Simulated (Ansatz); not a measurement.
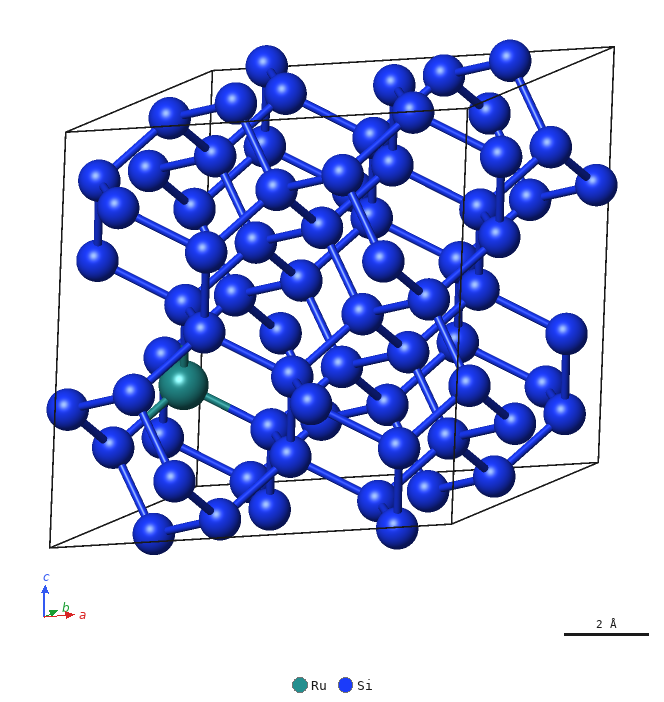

Figure 1. The starting structure (ball-and-stick view of the cell of the calculation, seen slightly off an axis). Near neighbours in the crystal (not all of them lie inside the picture): Ru has 4 Si at 2.36 to 2.38 Å; Si has 4 Si at 2.36 to 2.38 Å; Si has 1 Ru at 2.36 to 2.38 Å and 3 Si at 2.36 to 2.38 Å.

## Run report: RuSi₄₇, geometry relaxation (part 1 of 4)

RuSi₄₇ (defect cell, 48 atoms in the cell), computed with DFT PBE, scalar-relativistic, plane waves, PAW, spin-polarised (Ansatz 0.2.0).

The structure derives from a Materials Project entry. It belongs to a series of runs on one base structure; here: Ru on a Si site (f), charge +0, atoms relaxed at the host's cell.

**The program's output**
```
Engine: ansatz 0.2.0, aarch64-unknown-linux-gnu
Pseudopotentials: kind: paw
Pseudopotential: Ru, paw, valence charge 16, recommended cutoff 420 eV (normal), Ru.paw.azcp
Pseudopotential: Si, paw, valence charge 4, recommended cutoff 420 eV (normal), Si.paw.azcp
Functional definition: PBE
  parameter kappa = 0.804
  parameter beta = 0.06672455060314922
  exchange = pbe_x(kappa = kappa, mu = beta*pi^2/3)
  correlation = pbe_c(beta = beta)
Crystal: 48 atoms, lattice volume = 981.120 Å³
Basis set: ecut = 420 eV, 19113 PW (Γ), exchange–correlation on 144×144×144 points (8 copies of the dense FFT grid, shifted against one another)
Bands: 151, of which v1, the nominal top of the filled ones, is band 102 counted from 1 (101 counted from 0)
Symmetry: 3 space group operations
Space group: R3 (ITA 146), of the structure as read, at distance tolerance 9.9e-5 Å
Magnetic group: BNS 146.10 (UNI 1240), of the structure as read, at distance tolerance 9.9e-5 Å
k-points: 2 of 8 (time reversal used)
Non-local potential: Ru, projectors of the file, l = 0: 3, l = 1: 2, l = 2: 2, l = 3: 1
Non-local potential: Si, projectors of the file, l = 0: 2, l = 1: 2, l = 2: 2
PAW form: soft (Blöchl's): semilocal exchange-correlation on the pseudo side does not see the compensation charge
PAW one-centre angular grid: Ru, 590 points (default); XC on 64 Gauss nodes
PAW one-centre angular grid: Si, 110 points (default); XC on 64 Gauss nodes
Initial density: superposition of atomic densities (chi_scale 0.1, normalization cell)
Starting moments: Σ|m| = 2 μB on 1 of 48 sites
Initial wavefunctions: pseudopotential atomic-orbital guess
Functional: x = pbe(κ = 0.804, μ = 0.2195149727645171), c = pbe(β = 0.06672455060314922)
SCF iter   1: F=—  HF=-35763.356688 eV  |F-HF|=—  |Δ(HF+E_count)|=         —  Δρ=2.48e-2 (↑2.48e-2 ↓2.30e-2)  dr2=1.91e1  dr2_m=3.64e-1  M=0.000 μB ∫|m|=1.777 μB  β_m=0.30  ethr=3.10e-3  ⟨swp⟩=6.0  Hψ=2752  notcnv=0  defer=74
Mixer restart at iter 1: flushing history
preconditioner: auto → Resta (q_TF=auto, 2.100 Å⁻¹)  ε∞=5.6  [insulator: Δε(μ)=0.261 eV  Ē_g=7.741 eV  σ=0.020 eV  W_gap=1.00  n_scr=154 (ndim 8)  ℏωp=16.6 eV  f_vac=0.000  D(μ)=0.00/eV (n_scr^D=0)  ε∞_Penn≈5.6]
spin=Collinear: Resta preconditioning applied to the charge; magnetization (m = ρ↑ − ρ↓) channel mixes plain (no charge-response kernel on spin).
SCF iter   2: F=—  HF=-35761.359429 eV  |F-HF|=—  |Δ(HF+E_count)|=    2.00e0  Δρ=1.79e-2 (↑1.79e-2 ↓1.74e-2)  dr2=1.03e1  dr2_m=2.21e-1  M=0.000 μB ∫|m|=1.605 μB  β_m=0.65  ethr=3.10e-3  ⟨swp⟩=2.2  Hψ=722  notcnv=0  defer=104
SCF iter   3: F=—  HF=-35759.878573 eV  |F-HF|=—  |Δ(HF+E_count)|=    1.48e0  Δρ=3.79e-3 (↑3.79e-3 ↓2.60e-3)  dr2=2.76e-1  dr2_m=4.32e-2  M=0.000 μB ∫|m|=0.823 μB  β_m=0.66  ethr=3.10e-3  ⟨swp⟩=2.5  Hψ=934  notcnv=0  defer=176
SCF iter   4: F=—  HF=-35760.013159 eV  |F-HF|=—  |Δ(HF+E_count)|=         —  Δρ=2.99e-3 (↑2.09e-3 ↓2.99e-3)  dr2=7.04e-2  dr2_m=5.01e-2  M=0.000 μB ∫|m|=0.311 μB  β_m=0.66  ethr=1.35e-4  ⟨swp⟩=2.0  Hψ=1032  notcnv=0  defer=176
SCF iter   5: F=—  HF=-35760.066207 eV  |F-HF|=—  |Δ(HF+E_count)|=   5.30e-2  Δρ=1.47e-3 (↑1.06e-3 ↓1.47e-3)  dr2=2.11e-2  dr2_m=1.18e-2  M=0.000 μB ∫|m|=0.175 μB  β_m=0.83  ethr=3.45e-5  ⟨swp⟩=3.2  Hψ=891  notcnv=0  defer=176
SCF iter   6: F=—  HF=-35760.084426 eV  |F-HF|=—  |Δ(HF+E_count)|=   1.82e-2  Δρ=9.90e-5 (↑9.19e-5 ↓9.90e-5)  dr2=2.71e-4  dr2_m=2.58e-5  M=0.000 μB ∫|m|=0.021 μB  β_m=0.91  ethr=1.03e-5  ⟨swp⟩=3.0  Hψ=1136  notcnv=0  defer=176
SCF iter   7: F=—  HF=-35760.086069 eV  |F-HF|=—  |Δ(HF+E_count)|=   1.64e-3  Δρ=7.08e-5 (↑7.08e-5 ↓4.48e-5)  dr2=3.35e-4  dr2_m=2.35e-6  M=0.000 μB ∫|m|=0.006 μB  β_m=0.91  ethr=1.33e-7  ⟨swp⟩=2.0  Hψ=1012  notcnv=0  defer=176
SCF iter   8: F=—  HF=-35760.086577 eV  |F-HF|=—  |Δ(HF+E_count)|=   5.08e-4  Δρ=3.90e-5 (↑3.90e-5 ↓1.64e-5)  dr2=3.00e-5  dr2_m=4.46e-6  M=0.000 μB ∫|m|=0.004 μB  β_m=0.96  ethr=1.33e-7  ⟨swp⟩=3.0  Hψ=1018  notcnv=0  defer=176
SCF iter   9: F=—  HF=-35760.086610 eV  |F-HF|=—  |Δ(HF+E_count)|=   3.38e-5  Δρ=8.71e-6 (↑4.28e-6 ↓8.71e-6)  dr2=1.76e-6  dr2_m=2.25e-7  M=0.000 μB ∫|m|=0.001 μB  β_m=0.96  ethr=1.47e-8  ⟨swp⟩=3.0  Hψ=1061  notcnv=0  defer=176
SCF iter  10: F=—  HF=-35760.086613 eV  |F-HF|=—  |Δ(HF+E_count)|=   2.73e-6  Δρ=2.54e-6 (↑2.54e-6 ↓2.07e-6)  dr2=5.94e-7  dr2_m=2.36e-9  M=0.000 μB ∫|m|=0.000 μB  β_m=0.98  ethr=8.62e-10  ⟨swp⟩=2.0  Hψ=1010  notcnv=0  defer=176
SCF iter  11: F=-35760.086614 eV  HF=-35760.086614 eV  |F-HF|=3.05e-7  |Δ(HF+E_count)|=   1.06e-6  Δρ=1.77e-6 (↑1.77e-6 ↓1.74e-6)  dr2=3.37e-7  dr2_m=1.22e-10  M=0.000 μB ∫|m|=0.000 μB  ethr=2.91e-10  ⟨swp⟩=18.5  Hψ=6084  notcnv=0
WARN: the starting moments were not kept: the SCF closed with an absolute magnetisation of 4.2e-5 μB, where they sum to 2 μB in size (1 site). That is at most 0.1 of that sum. Measured as dr2_m measures the in/out step, that magnetisation stands 3.6e-11 eV from none, at or under the dr2_threshold of 1.6e-5 eV: it is no larger than a step whose dr2_m would equal this threshold. The system may hold no moment; this SCF shows only that its start led to no more than that. To try another start: raise the starting moments (crystal.atoms[].spin, magnetization.per_species, magnetization.initial_magnetization, or on a non-collinear deck that types none of these the spinor_matrix: blocks that start its atoms; where the total moment is fixed, keep their sum and leave initial_magnetization as it is; typed ones take the place of any that the run laid by itself, positive ones on a crystal's lanthanoids without a Hubbard term where scf.initial_density.shell_occupations: [] is typed) or, if the notice of its spin-set hold's release reads "site moments contracting" or "site moments show no strong build", lengthen the hold (scf.mixing.spin_hold: { on: { confirm: 4 } }; for m-r²SCAN on two components see the key's manual first). Each may lead to a state that holds a moment. A second SCF, from the converged charge density, with the starting moments and any scf.initial_density.shell_occupations laid on it anew, would have followed, and was not run: the deck does not ask for one (magnetization.retry_lost_moments is false, the default). To let it run, set magnetization.retry_lost_moments: true and run the deck again, where that key's refused combinations let it; where memory then withholds it, that run's warning says so.
SCF 1 converged in 11 iterations: F = -35760.086614 eV  dr2 = 3.37e-7
  greatest PAW one-centre occupation: 0.999 electrons in one spin orbital (limit 2), on the Ru atom at site 0 (counted from 0), in its partial waves of l = 0
relax step   1: F+E_penalty+E_count = -35760.08661381 eV  Δ(F+E_penalty+E_count) = +0.000e0 eV  max|allowed force component| = 5.680e-1 eV/Å  Δτ_max = 0.0000 Å  (11 SCF iters, dr2 threshold 1.56e-5 eV, accepted)
Initial density: handed on by an earlier stage of this run
Starting moments: Σ|m| = 2 μB on 1 of 48 sites; this step starts from the density that it was given
Initial wavefunctions: those handed on with the density
iter 1 solved again at ethr=6.27e-6 eV; its pass at ethr=3.10e-3 eV (dr2=1.28e-2 eV) is discarded
SCF iter   1: F=—  HF=-35760.137037 eV  |F-HF|=—  |Δ(HF+E_count)|=         —  Δρ=1.10e-3 (↑1.10e-3 ↓9.55e-4)  dr2=1.53e-2  dr2_m=4.03e-3  M=0.000 μB ∫|m|=0.016 μB  β_m=0.65  ethr=6.27e-6  ⟨swp⟩=3.0  Hψ=1724  notcnv=0  defer=176
preconditioner: auto → Resta (q_TF=auto, 2.100 Å⁻¹)  ε∞=5.8  [insulator: Δε(μ)=0.962 eV  Ē_g=7.614 eV  σ=0.020 eV  W_gap=1.00  n_scr=154 (ndim 8)  ℏωp=16.6 eV  f_vac=0.000  D(μ)=0.00/eV (n_scr^D=0)  ε∞_Penn≈5.8]
spin=Collinear: Resta preconditioning applied to the charge; magnetization (m = ρ↑ − ρ↓) channel mixes plain (no charge-response kernel on spin).
SCF iter   2: F=—  HF=-35760.136717 eV  |F-HF|=—  |Δ(HF+E_count)|=   3.19e-4  Δρ=4.51e-4 (↑4.51e-4 ↓4.37e-4)  dr2=4.03e-3  dr2_m=6.53e-4  M=0.000 μB ∫|m|=0.009 μB  β_m=0.59  ethr=6.27e-6  ⟨swp⟩=2.0  Hψ=1030  notcnv=0  defer=176
SCF iter   3: F=—  HF=-35760.142306 eV  |F-HF|=—  |Δ(HF+E_count)|=   5.59e-3  Δρ=2.08e-4 (↑2.08e-4 ↓2.05e-4)  dr2=1.09e-3  dr2_m=1.38e-4  M=0.000 μB ∫|m|=0.005 μB  β_m=0.80  ethr=1.98e-6  ⟨swp⟩=2.0  Hψ=1020  notcnv=0  defer=176
SCF iter   4: F=—  HF=-35760.145143 eV  |F-HF|=—  |Δ(HF+E_count)|=   2.84e-3  Δρ=1.01e-4 (↑1.01e-4 ↓9.91e-5)  dr2=6.69e-4  dr2_m=1.32e-5  M=0.000 μB ∫|m|=0.002 μB  β_m=0.90  ethr=5.36e-7  ⟨swp⟩=2.0  Hψ=922  notcnv=0  defer=176
SCF iter   5: F=—  HF=-35760.145828 eV  |F-HF|=—  |Δ(HF+E_count)|=   6.85e-4  Δρ=1.66e-5 (↑1.40e-5 ↓1.66e-5)  dr2=1.88e-5  dr2_m=2.57e-7  M=0.000 μB ∫|m|=0.000 μB  β_m=0.85  ethr=3.28e-7  ⟨swp⟩=3.0  Hψ=1024  notcnv=0  defer=176
SCF iter   6: F=—  HF=-35760.145813 eV  |F-HF|=—  |Δ(HF+E_count)|=   1.47e-5  Δρ=9.25e-6 (↑9.11e-6 ↓9.25e-6)  dr2=7.21e-6  dr2_m=8.81e-9  M=0.000 μB ∫|m|=0.000 μB  β_m=0.93  ethr=9.20e-9  ⟨swp⟩=2.5  Hψ=872  notcnv=0  defer=176
SCF iter   7: F=—  HF=-35760.145830 eV  |F-HF|=—  |Δ(HF+E_count)|=   1.68e-5  Δρ=4.33e-6 (↑4.32e-6 ↓4.33e-6)  dr2=1.58e-6  dr2_m=4.97e-10  M=0.000 μB ∫|m|=0.000 μB  β_m=0.96  ethr=3.54e-9  ⟨swp⟩=3.0  Hψ=1018  notcnv=0  defer=176
SCF iter   8: F=-35760.145832 eV  HF=-35760.145833 eV  |F-HF|=1.41e-6  |Δ(HF+E_count)|=   3.35e-6  Δρ=3.82e-6 (↑3.79e-6 ↓3.82e-6)  dr2=1.51e-6  dr2_m=2.03e-10  M=0.000 μB ∫|m|=0.000 μB  ethr=7.72e-10  ⟨swp⟩=15.5  Hψ=5250  notcnv=0
the starting moments were not kept: the SCF closed with an absolute magnetisation of 4.9e-5 μB, where they sum to 2 μB in size (1 site). That is at most 0.1 of that sum. Measured as dr2_m measures the in/out step, that magnetisation stands 1.0e-10 eV from none, at or under the dr2_threshold of 2.0e-5 eV: it is no larger than a step whose dr2_m would equal this threshold.
SCF 2 converged in 8 iterations: F = -35760.145832 eV  dr2 = 1.51e-6
relax step   2: F+E_penalty+E_count = -35760.14583209 eV  Δ(F+E_penalty+E_count) = -5.922e-2 eV  max|allowed force component| = 1.270e-1 eV/Å  Δτ_max = 0.0608 Å  (8 SCF iters, dr2 threshold 2.02e-5 eV, accepted)
SCF iter   1: F=—  HF=-35760.147809 eV  |F-HF|=—  |Δ(HF+E_count)|=         —  Δρ=4.30e-4 (↑4.30e-4 ↓3.54e-4)  dr2=1.90e-3  dr2_m=7.18e-4  M=0.000 μB ∫|m|=0.007 μB  β_m=0.65  ethr=7.13e-6  ⟨swp⟩=3.0  Hψ=1183  notcnv=0  defer=176
preconditioner: auto → Resta (q_TF=auto, 2.100 Å⁻¹)  ε∞=5.8  [insulator: Δε(μ)=0.976 eV  Ē_g=7.615 eV  σ=0.020 eV  W_gap=1.00  n_scr=154 (ndim 8)  ℏωp=16.6 eV  f_vac=0.000  D(μ)=0.00/eV (n_scr^D=0)  ε∞_Penn≈5.8]
spin=Collinear: Resta preconditioning applied to the charge; magnetization (m = ρ↑ − ρ↓) channel mixes plain (no charge-response kernel on spin).
SCF iter   2: F=—  HF=-35760.148484 eV  |F-HF|=—  |Δ(HF+E_count)|=   6.75e-4  Δρ=1.63e-4 (↑1.63e-4 ↓1.55e-4)  dr2=3.11e-4  dr2_m=1.16e-4  M=0.000 μB ∫|m|=0.004 μB  β_m=0.65  ethr=9.32e-7  ⟨swp⟩=1.8  Hψ=900  notcnv=0  defer=176
SCF iter   3: F=—  HF=-35760.148711 eV  |F-HF|=—  |Δ(HF+E_count)|=   2.28e-4  Δρ=3.60e-5 (↑3.44e-5 ↓3.60e-5)  dr2=2.57e-5  dr2_m=3.83e-6  M=0.000 μB ∫|m|=0.002 μB  β_m=0.72  ethr=1.52e-7  ⟨swp⟩=2.0  Hψ=1012  notcnv=0  defer=176
SCF iter   4: F=—  HF=-35760.148731 eV  |F-HF|=—  |Δ(HF+E_count)|=   1.98e-5  Δρ=1.11e-5 (↑1.11e-5 ↓1.06e-5)  dr2=1.03e-5  dr2_m=6.57e-8  M=0.000 μB ∫|m|=0.001 μB  β_m=0.77  ethr=1.26e-8  ⟨swp⟩=2.0  Hψ=1012  notcnv=0  defer=176
SCF iter   5: F=—  HF=-35760.148736 eV  |F-HF|=—  |Δ(HF+E_count)|=   5.18e-6  Δρ=4.24e-6 (↑4.23e-6 ↓4.24e-6)  dr2=1.19e-6  dr2_m=2.34e-8  M=0.000 μB ∫|m|=0.000 μB  β_m=0.88  ethr=5.05e-9  ⟨swp⟩=3.0  Hψ=1014  notcnv=0  defer=176
SCF iter   6: F=—  HF=-35760.148736 eV  |F-HF|=—  |Δ(HF+E_count)|=   4.51e-7  Δρ=9.85e-7 (↑9.85e-7 ↓9.57e-7)  dr2=9.11e-8  dr2_m=3.78e-10  M=0.000 μB ∫|m|=0.000 μB  β_m=0.89  ethr=5.83e-10  ⟨swp⟩=2.0  Hψ=1012  notcnv=0  defer=176
SCF iter   7: F=—  HF=-35760.148736 eV  |F-HF|=—  |Δ(HF+E_count)|=   2.13e-7  Δρ=7.83e-7 (↑7.74e-7 ↓7.83e-7)  dr2=5.13e-8  dr2_m=5.15e-11  M=0.000 μB ∫|m|=0.000 μB  β_m=0.95  ethr=4.47e-11  ⟨swp⟩=2.0  Hψ=744  notcnv=0  defer=176
SCF iter   8: F=-35760.148736 eV  HF=-35760.148736 eV  |F-HF|=1.49e-7  |Δ(HF+E_count)|=   1.30e-7  Δρ=1.23e-6 (↑1.22e-6 ↓1.23e-6)  dr2=1.59e-7  dr2_m=3.10e-11  M=0.000 μB ∫|m|=0.000 μB  ethr=2.51e-11  ⟨swp⟩=13.0  Hψ=4460  notcnv=0
the starting moments were not kept: the SCF closed with an absolute magnetisation of 2.0e-5 μB, where they sum to 2 μB in size (1 site). That is at most 0.1 of that sum. Measured as dr2_m measures the in/out step, that magnetisation stands 1.4e-11 eV from none, at or under the dr2_threshold of 1.0e-6 eV: it is no larger than a step whose dr2_m would equal this threshold.
SCF 3 converged in 8 iterations: F = -35760.148736 eV  dr2 = 1.59e-7
relax step   3: F+E_penalty+E_count = -35760.14873606 eV  Δ(F+E_penalty+E_count) = -2.904e-3 eV  max|allowed force component| = 1.557e-2 eV/Å  Δτ_max = 0.0179 Å  (8 SCF iters, dr2 threshold 1.01e-6 eV, accepted)
iter 1 solved again at ethr=3.97e-12 eV; its pass at ethr=3.10e-3 eV (dr2=8.09e-9 eV) is discarded
SCF iter   1: F=—  HF=-35760.148736 eV  |F-HF|=—  |Δ(HF+E_count)|=         —  Δρ=2.99e-7 (↑2.88e-7 ↓2.99e-7)  dr2=7.85e-9  dr2_m=3.27e-11  M=0.000 μB ∫|m|=0.000 μB  β_m=0.65  ethr=3.97e-12  ⟨swp⟩=1.0  Hψ=1424  notcnv=0
preconditioner: auto → Resta (q_TF=auto, 2.100 Å⁻¹)  ε∞=5.8  [insulator: Δε(μ)=0.977 eV  Ē_g=7.615 eV  σ=0.020 eV  W_gap=1.00  n_scr=154 (ndim 8)  ℏωp=16.6 eV  f_vac=0.000  D(μ)=0.00/eV (n_scr^D=0)  ε∞_Penn≈5.8]
spin=Collinear: Resta preconditioning applied to the charge; magnetization (m = ρ↑ − ρ↓) channel mixes plain (no charge-response kernel on spin).
SCF iter   2: F=-35760.148736 eV  HF=-35760.148736 eV  |F-HF|=2.04e-8  |Δ(HF+E_count)|=   1.16e-8  Δρ=4.28e-7 (↑4.25e-7 ↓4.28e-7)  dr2=2.22e-8  dr2_m=1.14e-11  M=0.000 μB ∫|m|=0.000 μB  ethr=3.85e-12  ⟨swp⟩=5.5  Hψ=2978  notcnv=0
the starting moments were not kept: the SCF closed with an absolute magnetisation of 1.2e-5 μB, where they sum to 2 μB in size (1 site). That is at most 0.1 of that sum. Measured as dr2_m measures the in/out step, that magnetisation stands 5.5e-12 eV from none, at or under the dr2_threshold of 1.0e-7 eV: it is no larger than a step whose dr2_m would equal this threshold.
SCF 4 converged in 2 iterations: F = -35760.148736 eV  dr2 = 2.22e-8
relax step   4: F+E_penalty+E_count = -35760.14873618 eV  Δ(F+E_penalty+E_count) = -1.161e-7 eV  max|allowed force component| = 1.564e-2 eV/Å  Δτ_max = 0.0000 Å  (2 SCF iters, accepted)
```

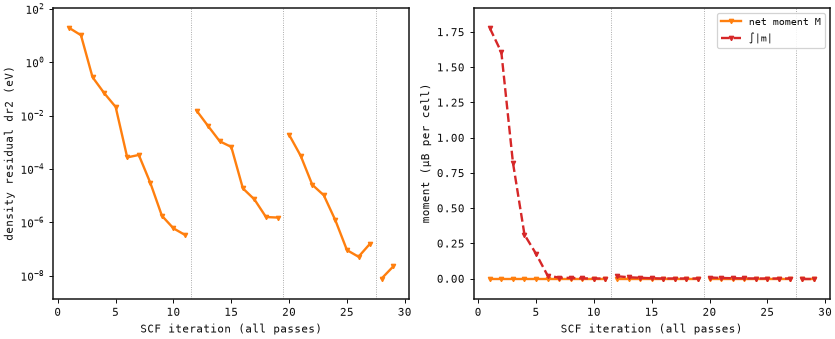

Figure 2. Convergence of the self-consistent field: density residual dr2 and magnetic moment against the SCF iteration. The dotted lines part the SCF passes of the relaxation: geometry steps, rejected trials and re-solves on a re-selected basis. The passes take 11, 8, 8 and 2 iterations. The net moment stays at 0.0 μB per cell, and ∫|m| falls to zero.

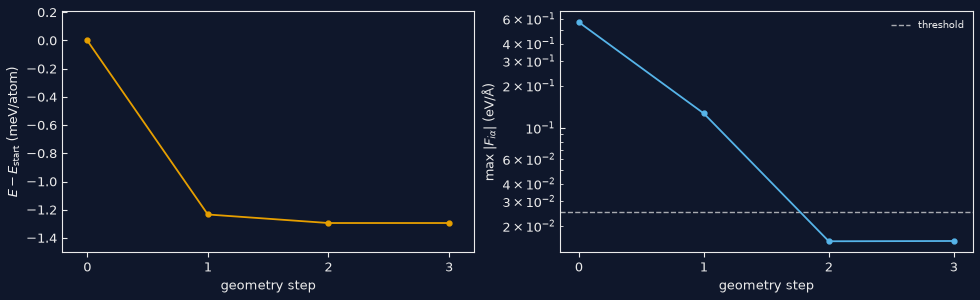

Figure 3. Progress of the relaxation, step by step (the first geometry is step 0 here and step 1 in the log).

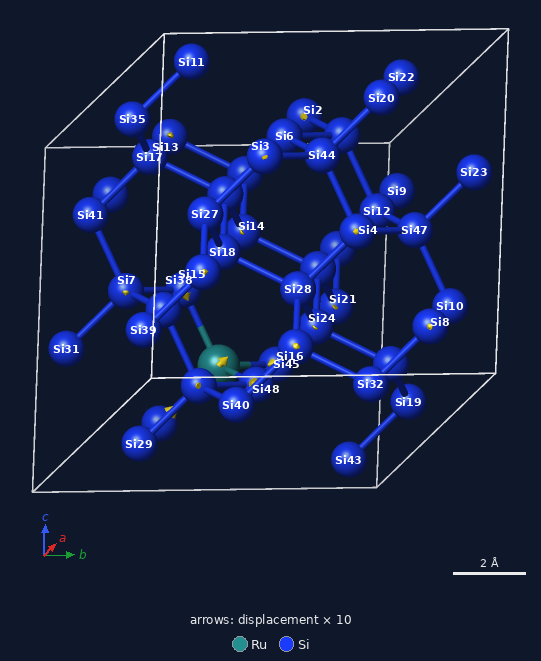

Figure 4. The starting structure with the displacements as yellow arrows, magnified 10 times (ball-and-stick view of the cell of the calculation, seen at an oblique angle). The largest move is that of Si25, 0.079 Å. Largest moves by element: Si 0.079 Å, Ru 0.038 Å. The cell doesn't change. Among the contacts that change: Ru1–Si38 2.363 → 2.315 Å, Ru1–Si25 2.381 → 2.341 Å, Si13–Si25 2.363 → 2.379 Å, Si13–Si37 2.381 → 2.387 Å. Over 3 geometry steps the energy falls by 1.3 meV per atom. Largest force component: 0.57 eV/Å at the start, 0.016 eV/Å at the end. (Atoms are counted from 1 in the order of the input.)

```
SCF converged after 2 iterations
Magnetization: 0.0000 μB (102.0000 up, 102.0000 down)
Absolute magnetization: 0.0000 μB (∫|ρ↑−ρ↓|, with the PAW one-centre terms)
Spin contamination: 0.0000 ħ² per cell (⟨S²⟩ above its minimum at these occupations)
```
